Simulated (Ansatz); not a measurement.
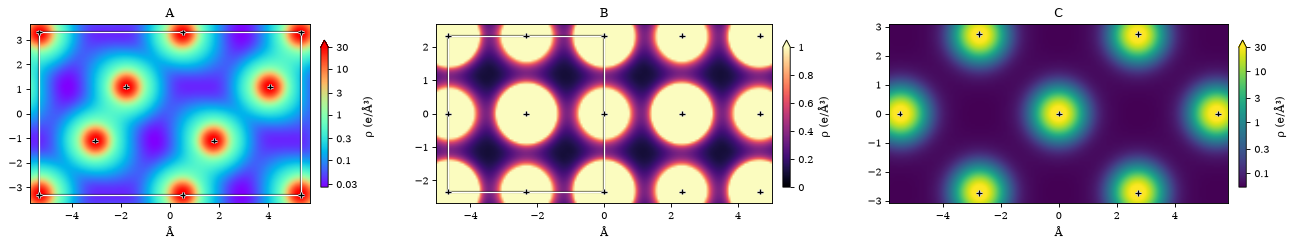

The valence charge density (pseudo) of 3 systems, each on a plane through atoms (crosses mark nuclei in the plane).

The calculation used Kohn-Sham DFT of a periodic cell, PBE, Ansatz PAW (Ansatz).

System 1: CdO, the (010) plane of the conventional cell. Space group Fm-3m; computed pressure about 9 GPa in this cell.

```
CELL_PARAMETERS angstrom
4.66746 0.00000 0.00000
0.00000 4.66746 0.00000
0.00000 0.00000 4.66746
ATOMIC_POSITIONS crystal
Cd 0.00000 0.00000 0.00000
Cd 0.50000 0.50000 0.00000
Cd 0.50000 0.00000 0.50000
Cd 0.00000 0.50000 0.50000
O 0.50000 0.00000 0.00000
O 0.00000 0.50000 0.00000
O 0.00000 0.00000 0.50000
O 0.50000 0.50000 0.50000
```

System 2: Yb, the (001) plane of the conventional cell. Space group Fm-3m; computed pressure about −2 GPa in this cell; no Hubbard U on the f states and no spin–orbit coupling; the program warned that a starting moment wasn't kept; spin-polarised, but the moments vanished.

```cif
data_structure
_symmetry_space_group_name_H-M 'P 1'
_symmetry_Int_Tables_number 1
_cell_length_a 5.4862
_cell_length_b 5.4862
_cell_length_c 5.4862
_cell_angle_alpha 90.000
_cell_angle_beta 90.000
_cell_angle_gamma 90.000
_cell_volume 165.13
loop_
_atom_site_label
_atom_site_type_symbol
_atom_site_fract_x
_atom_site_fract_y
_atom_site_fract_z
_atom_site_occupancy
Yb1 Yb 0.00000 0.00000 0.00000 1
Yb2 Yb 0.50000 0.50000 0.00000 1
Yb3 Yb 0.50000 0.00000 0.50000 1
Yb4 Yb 0.00000 0.50000 0.50000 1
```

System 3: As, the (110) plane of the conventional cell. Space group R-3m.

**Which map belongs to which system?**

Panel A is system 3, As: the plane holds As. As–As (2.54 Å): the density is about 0.49 e/Å³ at the midpoint. Panel B is system 1, CdO: the plane holds Cd and O. Cd–O (2.33 Å): ρ is about 0.37 e/Å³ halfway. Panel C is system 2, Yb: the plane holds Yb. Yb–Yb (3.88 Å): ρ at the midpoint is about 0.06 e/Å³.
